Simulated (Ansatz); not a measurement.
**Single-point calculation of TiO2 (part 1 of 2)**

System: TiO2 (P4₂/mnm, 48 atoms in the cell).
Method: DFT PBE, scalar-relativistic, plane waves, PAW, no spin polarisation (Ansatz 0.2.0).

The structure derives from an entry of the Crystallography Open Database.

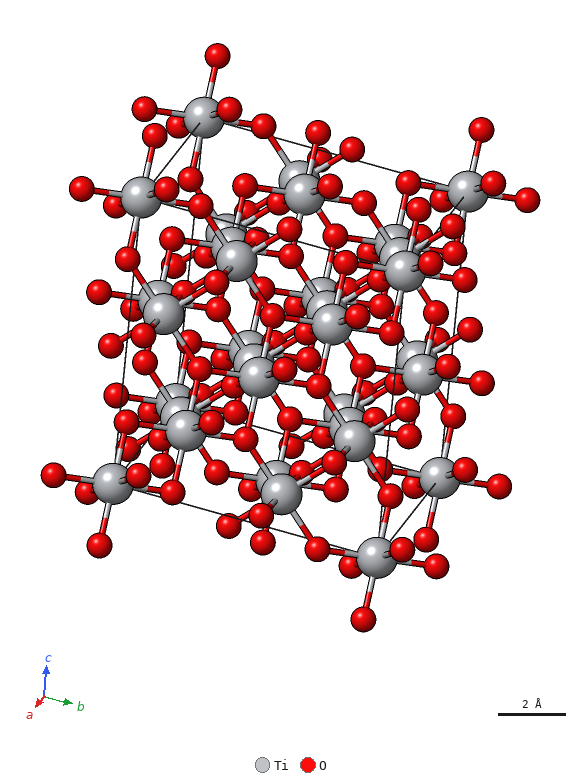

Fig. 1: The structure as given in the input (ball-and-stick view of the cell of the calculation, seen slightly off an axis; bonded neighbours outside the cell are drawn too). Near neighbours in the crystal (not all of them lie inside the picture): Ti has 6 O at 1.96 to 2.00 Å; O has 3 Ti at 1.96 to 2.00 Å.

Input file:
```yaml
crystal:
  lattice:
    - [4.643274996, 4.643274996, -5.9277640715]
    - [-4.643274996, 4.643274996, 5.9277640715]
    - [4.643274996, -4.643274996, 5.9277640715]
  atoms:
    - { symbol: Ti, position: [0.5, 0.0, 0.5] }
    - { symbol: Ti, position: [0.5, 0.25, 0.75] }
    - { symbol: Ti, position: [0.5, 0.5, 0.0] }
    - { symbol: Ti, position: [0.5, 0.75, 0.25] }
    - { symbol: Ti, position: [0.0, 0.5, 0.5] }
    - { symbol: Ti, position: [0.0, 0.75, 0.75] }
    - { symbol: Ti, position: [0.0, 0.0, 0.0] }
    - { symbol: Ti, position: [0.0, 0.25, 0.25] }
    - { symbol: Ti, position: [0.5, 0.375, 0.375] }
    - { symbol: Ti, position: [0.5, 0.625, 0.625] }
    - { symbol: Ti, position: [0.5, 0.875, 0.875] }
    - { symbol: Ti, position: [0.5, 0.125, 0.125] }
    - { symbol: Ti, position: [0.0, 0.875, 0.375] }
    - { symbol: Ti, position: [0.0, 0.125, 0.625] }
    - { symbol: Ti, position: [0.0, 0.375, 0.875] }
    - { symbol: Ti, position: [0.0, 0.625, 0.125] }
    - { symbol: O, position: [0.3051282526, 0.1525641263, 0.1525641263] }
    - { symbol: O, position: [0.3051282526, 0.4025641263, 0.4025641263] }
    - { symbol: O, position: [0.3051282526, 0.6525641263, 0.6525641263] }
    - { symbol: O, position: [0.3051282526, 0.9025641263, 0.9025641263] }
    - { symbol: O, position: [0.8051282526, 0.6525641263, 0.1525641263] }
    - { symbol: O, position: [0.8051282526, 0.9025641263, 0.4025641263] }
    - { symbol: O, position: [0.8051282526, 0.1525641263, 0.6525641263] }
    - { symbol: O, position: [0.8051282526, 0.4025641263, 0.9025641263] }
    - { symbol: O, position: [0.5, 0.5275641263, 0.2224358737] }
    - { symbol: O, position: [0.5, 0.7775641263, 0.4724358737] }
    - { symbol: O, position: [0.5, 0.0275641263, 0.7224358737] }
    - { symbol: O, position: [0.5, 0.2775641263, 0.9724358737] }
    - { symbol: O, position: [0.0, 0.0275641263, 0.2224358737] }
    - { symbol: O, position: [0.0, 0.2775641263, 0.4724358737] }
    - { symbol: O, position: [0.0, 0.5275641263, 0.7224358737] }
    - { symbol: O, position: [0.0, 0.7775641263, 0.9724358737] }
    - { symbol: O, position: [0.6948717474, 0.3474358737, 0.3474358737] }
    - { symbol: O, position: [0.6948717474, 0.5974358737, 0.5974358737] }
    - { symbol: O, position: [0.6948717474, 0.8474358737, 0.8474358737] }
    - { symbol: O, position: [0.6948717474, 0.0974358737, 0.0974358737] }
    - { symbol: O, position: [0.1948717474, 0.8474358737, 0.3474358737] }
    - { symbol: O, position: [0.1948717474, 0.0974358737, 0.5974358737] }
    - { symbol: O, position: [0.1948717474, 0.3474358737, 0.8474358737] }
    - { symbol: O, position: [0.1948717474, 0.5974358737, 0.0974358737] }
    - { symbol: O, position: [0.5, 0.2224358737, 0.5275641263] }
    - { symbol: O, position: [0.5, 0.4724358737, 0.7775641263] }
    - { symbol: O, position: [0.5, 0.7224358737, 0.0275641263] }
    - { symbol: O, position: [0.5, 0.9724358737, 0.2775641263] }
    - { symbol: O, position: [0.0, 0.7224358737, 0.5275641263] }
    - { symbol: O, position: [0.0, 0.9724358737, 0.7775641263] }
    - { symbol: O, position: [0.0, 0.2224358737, 0.0275641263] }
    - { symbol: O, position: [0.0, 0.4724358737, 0.2775641263] }
basis:
  ecutwfc: 420
  xc_grid: 2
kpoints:
  mp_grid: { grid: [2, 2, 2], shift: [0.5, 0.5, 0.5] }
hamiltonian:
  xc: pbe
scf:
  occupations: { method: gaussian, width: 0.01 }
output:
  forces: true
  stress: true
  eigenvalues: true
  write_density: true
  write_potential: true
  elf: true
  volumetric_format: npy
```

Launched with:
```bash
ansatz run input.yaml --threads 8 --pin off --max-ram 22528MiB --backend cpu --events-out ev --progress --plain --runs-dir out
```

Output:
```
Engine: ansatz 0.2.0, x86_64-unknown-linux-gnu
Pseudopotentials: kind: paw
Pseudopotential: Ti, paw, valence charge 12, recommended cutoff 420 eV (normal), Ti.paw.azcp
Pseudopotential: O, paw, valence charge 6, recommended cutoff 420 eV (normal), O.paw.azcp
Functional definition: PBE
  parameter kappa = 0.804
  parameter beta = 0.06672455060314922
  exchange = pbe_x(kappa = kappa, mu = beta*pi^2/3)
  correlation = pbe_c(beta = beta)
Crystal: 48 atoms, lattice volume = 511.210 Å³
Basis set: ecut = 420 eV, 10015 PW (Γ), exchange–correlation on 120×120×120 points (8 copies of the dense FFT grid, shifted against one another)
Bands: 240, of which v1, the nominal top of the filled ones, is band 192 counted from 1 (191 counted from 0)
Symmetry: 128 space group operations
Space group: P42/mnm (ITA 136), of the structure as read, at distance tolerance 8.0e-5 Å
k-points: 3 of 8
Non-local potential: Ti, projectors of the file, l = 0: 3, l = 1: 2, l = 2: 3, l = 3: 1
Non-local potential: O, projectors of the file, l = 0: 2, l = 1: 2, l = 2: 1
PAW form: soft (Blöchl's): semilocal exchange-correlation on the pseudo side does not see the compensation charge
PAW one-centre angular grid: Ti, 590 points (default); XC on 64 Gauss nodes
PAW one-centre angular grid: O, 110 points (default); XC on 64 Gauss nodes
Initial density: superposition of atomic densities (neutral atoms: chi_scale 0, normalization atom), corrected by the library's trained network
Initial wavefunctions: pseudopotential atomic-orbital guess
Functional: x = pbe(κ = 0.804, μ = 0.2195149727645171), c = pbe(β = 0.06672455060314922)
SCF iter   1: F=—  HF=-58218.436110 eV  |F-HF|=—  |Δ(HF+E_count)|=         —  Δρ=2.29e-3  dr2=1.76e-2  ethr=1.77e-3  ⟨swp⟩=4.7  Hψ=2592  notcnv=0  defer=24
preconditioner: auto → Resta (q_TF=auto, 2.601 Å⁻¹)  ε∞=9.0  [insulator: Δε(μ)=2.108 eV  Ē_g=9.289 eV  σ=0.010 eV  W_gap=1.00  n_scr=160 (ndim 8)  ℏωp=26.3 eV  f_vac=0.023  D(μ)=0.00/eV (n_scr^D=0)  ε∞_Penn≈9.0]
SCF iter   2: F=—  HF=-58218.441015 eV  |F-HF|=—  |Δ(HF+E_count)|=   4.90e-3  Δρ=1.38e-3  dr2=5.36e-3  ethr=4.58e-6  ⟨swp⟩=2.0  Hψ=1128  notcnv=0  defer=116
SCF iter   3: F=—  HF=-58218.442786 eV  |F-HF|=—  |Δ(HF+E_count)|=   1.77e-3  Δρ=6.76e-4  dr2=1.22e-3  ethr=1.40e-6  ⟨swp⟩=2.0  Hψ=919  notcnv=0  defer=116
SCF iter   4: F=—  HF=-58218.444108 eV  |F-HF|=—  |Δ(HF+E_count)|=   1.32e-3  Δρ=2.72e-4  dr2=2.34e-4  ethr=3.17e-7  ⟨swp⟩=2.0  Hψ=862  notcnv=0  defer=116
SCF iter   5: F=—  HF=-58218.444196 eV  |F-HF|=—  |Δ(HF+E_count)|=   8.86e-5  Δρ=6.10e-5  dr2=1.78e-5  ethr=6.09e-8  ⟨swp⟩=2.0  Hψ=891  notcnv=0  defer=116
SCF iter   6: F=—  HF=-58218.442621 eV  |F-HF|=—  |Δ(HF+E_count)|=   1.58e-3  Δρ=9.53e-6  dr2=7.09e-7  ethr=4.63e-9  ⟨swp⟩=2.0  Hψ=986  notcnv=0  defer=116
SCF iter   7: F=-58218.442622 eV  HF=-58218.442621 eV  |F-HF|=2.89e-8  |Δ(HF+E_count)|=   3.41e-7  Δρ=2.93e-6  dr2=4.51e-8  ethr=2.60e-11  ⟨swp⟩=12.7  Hψ=4709  notcnv=0
SCF 1 converged in 7 iterations: F = -58218.442622 eV  dr2 = 4.51e-8
  greatest PAW one-centre occupation: 0.999 electrons in one spin orbital (limit 2), on the Ti atom at site 15 (counted from 0), in its partial waves of l = 0
SCF converged after 7 iterations
Free energy (F): -58218.442622 eV
Harris-Foulkes:  -58218.442621 eV  (|F-HF|=2.89e-8)
Internal energy: -58218.442622 eV  (E = F + TS)
E sigma→0 (E₀):  -58218.442622 eV
Fermi energy:    9.760386 eV
--- Per-component energies (eV) ---
  E_band       = -3254.882513
  E_kinetic    = 9952.385151
  E_local      = -25043.268288  (includes V_loc(G=0)·N_el)
  E_nonlocal   = 1570.036037
  E_hartree    = 9525.562733
  E_xc         = -3936.824139
  E_vxc        = -4985.409373  (∫ρ·V_xc dr)
  E_paw        = -21771.613269  (= ΣΔE_a)
  E_vpaw       = -3799.828228  (= ΣTr[D̂ρ^β])
  E_aug_tail   = 0.081938  (compensation charges beyond the density's cutoff)
  E_ewald      = -28514.802784
  E_smearing   = -0.000000  (= −TS)
  E_closure    = 0.000000  (closes the sum)
  Σ components = -58218.442622   (vs F -58218.442622, Δ=0.00e0)
--- Forces (eV/Å), atoms counted from 1 ---
  atom   1  Ti    -0.00000000     0.00000000    -0.00000000
  atom   2  Ti    -0.00000000     0.00000000     0.00000000
  atom   3  Ti     0.00000000    -0.00000000    -0.00000000
  atom   4  Ti    -0.00000000     0.00000000    -0.00000000
  atom   5  Ti    -0.00000000    -0.00000000     0.00000000
  atom   6  Ti    -0.00000000     0.00000000    -0.00000000
  atom   7  Ti    -0.00000000    -0.00000000     0.00000000
  atom   8  Ti     0.00000000     0.00000000    -0.00000000
  atom   9  Ti     0.00000000     0.00000000     0.00000000
  atom  10  Ti     0.00000000     0.00000000     0.00000000
  atom  11  Ti    -0.00000000     0.00000000     0.00000000
  atom  12  Ti     0.00000000    -0.00000000    -0.00000000
  atom  13  Ti    -0.00000000     0.00000000     0.00000000
  atom  14  Ti    -0.00000000     0.00000000     0.00000000
  atom  15  Ti    -0.00000000    -0.00000000     0.00000000
  atom  16  Ti    -0.00000000    -0.00000000     0.00000000
  atom  17  O      0.00020588     0.00020588     0.00000000
  atom  18  O      0.00020588     0.00020588    -0.00000000
  atom  19  O      0.00020588     0.00020588     0.00000000
  atom  20  O      0.00020588     0.00020588    -0.00000000
  atom  21  O      0.00020588     0.00020588    -0.00000000
  atom  22  O      0.00020588     0.00020588    -0.00000000
  atom  23  O      0.00020588     0.00020588    -0.00000000
  atom  24  O      0.00020588     0.00020588    -0.00000000
  atom  25  O     -0.00020588     0.00020588     0.00000000
  atom  26  O     -0.00020588     0.00020588     0.00000000
  atom  27  O     -0.00020588     0.00020588    -0.00000000
  atom  28  O     -0.00020588     0.00020588    -0.00000000
  atom  29  O     -0.00020588     0.00020588    -0.00000000
  atom  30  O     -0.00020588     0.00020588     0.00000000
  atom  31  O     -0.00020588     0.00020588     0.00000000
  atom  32  O     -0.00020588     0.00020588    -0.00000000
  atom  33  O     -0.00020588    -0.00020588     0.00000000
  atom  34  O     -0.00020588    -0.00020588    -0.00000000
  atom  35  O     -0.00020588    -0.00020588    -0.00000000
  atom  36  O     -0.00020588    -0.00020588    -0.00000000
  atom  37  O     -0.00020588    -0.00020588     0.00000000
  atom  38  O     -0.00020588    -0.00020588    -0.00000000
  atom  39  O     -0.00020588    -0.00020588    -0.00000000
  atom  40  O     -0.00020588    -0.00020588    -0.00000000
  atom  41  O      0.00020588    -0.00020588     0.00000000
  atom  42  O      0.00020588    -0.00020588    -0.00000000
  atom  43  O      0.00020588    -0.00020588    -0.00000000
  atom  44  O      0.00020588    -0.00020588     0.00000000
  atom  45  O      0.00020588    -0.00020588     0.00000000
  atom  46  O      0.00020588    -0.00020588    -0.00000000
  atom  47  O      0.00020588    -0.00020588    -0.00000000
  atom  48  O      0.00020588    -0.00020588     0.00000000
  max |Σ_I F_I| component: 2.90e-18 eV/Å
--- Stress (GPa, compression-positive) ---
        0.001466      -0.000000      -0.000000
       -0.000000       0.001466       0.000000
       -0.000000      -0.000000       0.013447
  P = ⅓ Tr σ = 0.0055 GPa (0.055 kbar)
--- Band table (eV) ---
```
